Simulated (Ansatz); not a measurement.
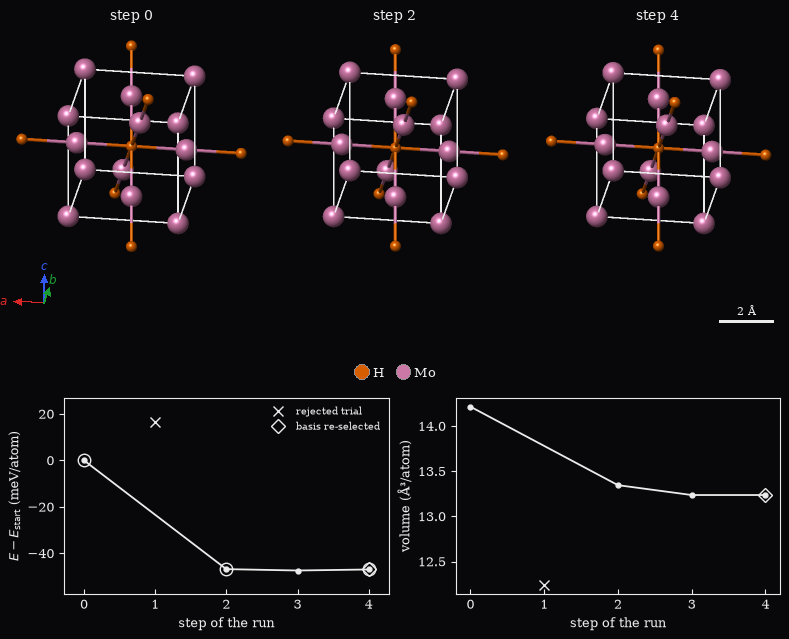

Frames of a relaxation of a crystal of Mo₄H (a generated structure, set up in Pm-3m) (coarse preliminary run), marked on the history of the run. Style: ball-and-stick. Shown: the cell of the calculation, from a free direction.

Level of theory: DFT PBE, scalar-relativistic, plane waves, PAW (Ansatz 0.2.0).

Input file:
```yaml
crystal:
  lattice:
    - [4.14227352, 0.0, 0.0]
    - [0.0, 4.14227352, 0.0]
    - [0.0, 0.0, 4.14227352]
  atoms:
    - { symbol: H, position: [0.5, 0.5, 0.5] }
    - { symbol: Mo, position: [0.0, 0.5, 0.5] }
    - { symbol: Mo, position: [0.5, 0.5, 0.0] }
    - { symbol: Mo, position: [0.5, 0.0, 0.5] }
    - { symbol: Mo, position: [0.0, 0.0, 0.0] }
basis:
  ecutwfc: 420
kpoints:
  mp_grid: { grid: [4, 4, 4] }
hamiltonian:
  xc: pbe
scf:
  occupations: { method: gaussian, width: 0.1 }
  lower_state_search: "off"
output:
  forces: true
  stress: true
  eigenvalues: true
relax:
  adjacent_minimum: "off"
  f_tol: 0.04
  max_steps: 70
  cell: { stress_tol: 0.4 }
```

Launched with:
```bash
ansatz run input.yaml --threads 1 --pin off --max-ram 2048MiB --backend cpu --events-out ev --progress --plain --runs-dir out
```

> Describe the path.

The atoms keep their places relative to the cell (all moves are under 0.005 Å). Cell: a = b = c 4.142 → 4.045 Å (−2.3 %). Volume −6.9 %. Among the contacts that change: Mo2–Mo3 2.929 → 2.860 Å, H1–Mo2 2.071 → 2.022 Å. The space group stays Pm-3m (No. 221). Over 2 accepted moves (4 points after the start) the energy falls by 46.9 meV per atom. All forces vanish by symmetry, so only the cell relaxes. The pressure goes from −14.68 to 0.18 GPa. The line search rejected the trial step at point 1 of the run. At 1 point the geometry stayed and the basis and grid were re-selected for the new cell (energy shift of 0.4 meV per atom at most each time). Cost: 7.5 s on 1 thread of Arm Neoverse V2, on a shared host, peak memory 0.31 GiB. From step 0 to 2: volume −6.1 %, energy −46.8 meV per atom. From step 2 to 4: volume −0.8 %, energy −0.1 meV per atom.

| step | E − E(0), meV/atom | pressure, GPa | volume, Å³/atom | note |
| --- | --- | --- | --- | --- |
| 0 | 0.00 | -14.68 | 14.215 |  |
| 1 | 16.71 | 21.78 | 12.236 | rejected |
| 2 | -46.80 | -1.75 | 13.346 |  |
| 3 | -47.39 | 0.18 | 13.237 |  |
| 4 | -46.95 | 0.18 | 13.237 | same geometry, new basis |

Limits of the set-up: the k-point mesh is coarse for a cell with partly filled bands.
